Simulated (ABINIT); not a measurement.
# Run report: Sb, optical-spectrum calculation (part 1 of 2)

The run: optical-spectrum calculation of Sb (Pm-3m, 1 atom in the cell). Method and program: Kohn-Sham DFT of a periodic cell, PBEsol, PseudoDojo NC SR PBEsol v0.4.1 standard, no spin polarisation (ABINIT 10.8.3).

The structure derives from an entry of the Crystallography Open Database.

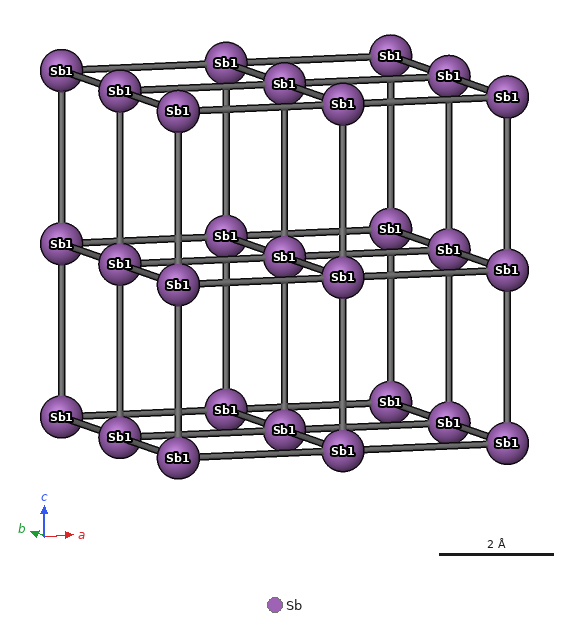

Figure 1. The input geometry (ball-and-stick view of the cell of the calculation, repeated 2 × 2 × 2, seen slightly off an axis; atoms are numbered from 1 in the order of the input). An atom can appear more than once, as a periodic image. Near neighbours in the periodic cell (some may lie outside the picture): Sb has 6 Sb at 3.07 Å.

The input:
```
ndtset 3

pp_dirpath "./"
pseudos "Sb.upf"

acell 5.7947456293 5.7947456293 5.7947456293
rprim
     1.0000000000     0.0000000000     0.0000000000
     0.0000000000     1.0000000000     0.0000000000
     0.0000000000     0.0000000000     1.0000000000
ntypat 1
znucl 51
natom 1
typat 1
chkprim 0
chksymtnons 0
tolsym 1.0e-6
xred
            0.0            0.0            0.0

ecut 40.0
ecutsm 0.5

ngkpt 8 8 8
nshiftk 1
shiftk 0.5 0.5 0.5
istwfk *1

ixc -116133

occopt 3
tsmear 0.00183747

nstep 80

iomode 3
prteig 0
prtebands 0

nband1 12
tolvrs1 1.0e-12
prtden1 1
prtwf1 0
kptopt1 1

iscf2 -3
getden2 1
nband2 24
nbdbuf2 4
tolwfr2 1.0e-12
nstep2 120
prtden2 0
kptopt2 1

optdriver3 8
wfk_task3 "wfk_optics_fullbz"
getwfk3 2
nband3 20
kptopt3 1
prtevk3 1
inclvkb3 2
```

File optic.abi:
```
&FILES
 ddkfile_1 = 'runo_DS3_1_EVK.nc',
 ddkfile_2 = 'runo_DS3_2_EVK.nc',
 ddkfile_3 = 'runo_DS3_3_EVK.nc',
 wfkfile = 'runo_DS3_WFK.nc'
/
&PARAMETERS
 broadening = 0.003675,
 domega = 0.002,
 maxomega = 0.8,
 scissor = 0.000000,
 tolerance = 0.002
/
&COMPUTATIONS
 num_lin_comp = 1,
 lin_comp = 11,
 num_nonlin_comp = 0
/
```

Launched with:
```bash
abinit run.abi > log 2>&1
optic optic.abi > optic.log 2>&1
```

What the program printed:
```
.Version 10.8.3 of ABINIT
 DATASET    1 : space group Pm -3 m (#221); Bravais cP (primitive cubic)
================================================================================
 Values of the parameters that define the memory need for DATASET  1.
     intxc =       0    ionmov =       0      iscf =       7    lmnmax =       6
     lnmax =       6     mgfft =      36  mpssoang =       3    mqgrid =    3001
     natom =       1  nloc_mem =       1    nspden =       1   nspinor =       1
    nsppol =       1      nsym =      48    n1xccc =    2501    ntypat =       1
    occopt =       3   xclevel =       2
       mpw =        2370          nfft =       46656          nkpt =          20
================================================================================
================================================================================

 DATASET    2 : space group Pm -3 m (#221); Bravais cP (primitive cubic)
================================================================================
 Values of the parameters that define the memory need for DATASET  2.
     intxc =       0    ionmov =       0      iscf =      -3    lmnmax =       6
     lnmax =       6     mgfft =      36  mpssoang =       3    mqgrid =    3001
     natom =       1  nloc_mem =       1    nspden =       1   nspinor =       1
    nsppol =       1      nsym =      48    n1xccc =    2501    ntypat =       1
    occopt =       3   xclevel =       2
       mpw =        2370          nfft =       46656          nkpt =          20
================================================================================
================================================================================

 DATASET    3 : space group Pm -3 m (#221); Bravais cP (primitive cubic)
================================================================================
 Values of the parameters that define the memory need for DATASET  3.
     intxc =       0    ionmov =       0      iscf =       7    lmnmax =       6
     lnmax =       6     mgfft =      36  mpssoang =       3    mqgrid =    3001
     natom =       1  nloc_mem =       1    nspden =       1   nspinor =       1
    nsppol =       1      nsym =      48    n1xccc =    2501    ntypat =       1
    occopt =       3   xclevel =       2
       mpw =        2370          nfft =       46656          nkpt =          20
================================================================================
================================================================================

--------------------------------------------------------------------------------
------------- Echo of variables that govern the present computation ------------
--------------------------------------------------------------------------------
 -outvars: echo values of preprocessed input variables --------
            acell      5.7947456293E+00  5.7947456293E+00  5.7947456293E+00 Bohr
              amu      1.21753000E+02
          chkprim           0
      chksymtnons           0
             ecut      4.00000000E+01 Hartree
           ecutsm      5.00000000E-01 Hartree
           getden1          0
           getden2          1
           getden3          0
           getwfk1          0
           getwfk2          0
           getwfk3          2
             iscf1          7
             iscf2         -3
             iscf3          7
              ixc     -116133
           jdtset        1    2    3
         kptrlatt        8    0    0      0    8    0      0    0    8
          kptrlen      4.63579650E+01
            natom           1
            nband1         12
            nband2         24
            nband3         20
           nbdbuf1          0
           nbdbuf2          4
           nbdbuf3          0
           ndtset           3
            ngfft          36      36      36
             nkpt          20
            nstep1         80
            nstep2        120
            nstep3         80
             nsym          48
           ntypat           1
           occopt           3
        optdriver1          0
        optdriver2          0
        optdriver3          8
           prtden1          1
           prtden2          0
           prtden3          1
        prtebands           0
           prteig           0
           prtevk1          0
           prtevk2          0
           prtevk3          1
            prtwf1          0
            prtwf2          1
            prtwf3          1
           shiftk      5.00000000E-01  5.00000000E-01  5.00000000E-01
          spgroup         221
           tolsym      1.00000000E-06
           tolvrs1     1.00000000E-12
           tolvrs2     0.00000000E+00
           tolvrs3     0.00000000E+00
           tolwfr1     0.00000000E+00
           tolwfr2     1.00000000E-12
           tolwfr3     0.00000000E+00
           tsmear      1.83747000E-03 Hartree
            typat      1
         wfk_task1          0
         wfk_task2          0
         wfk_task3          7
            znucl       51.00000

================================================================================

 chkinp: Checking input parameters for consistency, jdtset=   1.

 chkinp: Checking input parameters for consistency, jdtset=   2.

 chkinp: Checking input parameters for consistency, jdtset=   3.

================================================================================
== DATASET  1 ==================================================================

--- !DatasetInfo
iteration_state: {dtset: 1, }
dimensions: {natom: 1, nkpt: 20, mband: 12, nsppol: 1, nspinor: 1, nspden: 1, mpw: 2370, }
cutoff_energies: {ecut:  40.0, pawecutdg:  -1.0, }
electrons: {nelect:   1.50000000E+01, charge:   0.00000000E+00, occopt:   3.00000000E+00, tsmear:   1.83747000E-03, }
meta: {optdriver: 0, ionmov: 0, optcell: 0, iscf: 7, paral_kgb: 0, }
...

 Real(R)+Recip(G) space primitive vectors, cartesian coordinates (Bohr,Bohr^-1):
 R(1)=  5.7947456  0.0000000  0.0000000  G(1)=  0.1725701  0.0000000  0.0000000
 R(2)=  0.0000000  5.7947456  0.0000000  G(2)=  0.0000000  0.1725701  0.0000000
 R(3)=  0.0000000  0.0000000  5.7947456  G(3)=  0.0000000  0.0000000  0.1725701
 Unit cell volume ucvol=  1.9458221E+02 bohr^3
 Angles (23,13,12)=  9.00000000E+01  9.00000000E+01  9.00000000E+01 degrees

 getcut: wavevector=  0.0000  0.0000  0.0000  ngfft=  36  36  36
         ecut(hartree)=     40.000   => boxcut(ratio)=   2.18209

--- Pseudopotential description ------------------------------------------------
- pspini: atom type   1  psp file is ./Sb.upf
  51.00000  15.00000  180301                  znucl, zion, pspdat
12 -116133 2 -1 1434                          pspcod,pspxc,lmax,lloc,mmax
     nproj     2     2     2

   3.95346149E+02                                ecore*ucvol(ha*bohr**3)
--------------------------------------------------------------------------------

================================================================================

--- !BeginCycle
iteration_state: {dtset: 1, }
solver: {iscf: 7, nstep: 80, nline: 4, wfoptalg: 0, }
tolerances: {tolvrs: 1.00E-12, }
...

     iter   Etot(hartree)      deltaE(h)  residm     vres2
 ETOT  1  -90.655268049757    -9.066E+01 6.642E-01 2.989E-01
 ETOT  2  -90.782087430281    -1.268E-01 1.623E-02 2.116E+00
 ETOT  3  -90.782330535006    -2.431E-04 4.989E-03 9.209E-01
 ETOT  4  -90.782504531379    -1.740E-04 2.073E-03 7.575E-04
 ETOT  5  -90.782504726359    -1.950E-07 2.578E-04 4.221E-05
 ETOT  6  -90.782504727232    -8.730E-10 3.051E-04 1.055E-05
 ETOT  7  -90.782504729296    -2.064E-09 2.103E-05 1.321E-07
 ETOT  8  -90.782504729322    -2.586E-11 4.622E-05 8.173E-11
 ETOT  9  -90.782504729325    -3.169E-12 4.013E-06 9.219E-12
 ETOT 10  -90.782504729322     3.169E-12 8.032E-06 4.880E-16

 At SCF step   10       vres2   =  4.88E-16 < tolvrs=  1.00E-12 =>converged.

 Cartesian components of stress tensor (hartree/bohr^3)
  sigma(1 1)=  2.25430628E-05  sigma(3 2)=  0.00000000E+00
  sigma(2 2)=  2.25430628E-05  sigma(3 1)=  0.00000000E+00
  sigma(3 3)=  2.25430628E-05  sigma(2 1)=  0.00000000E+00
```
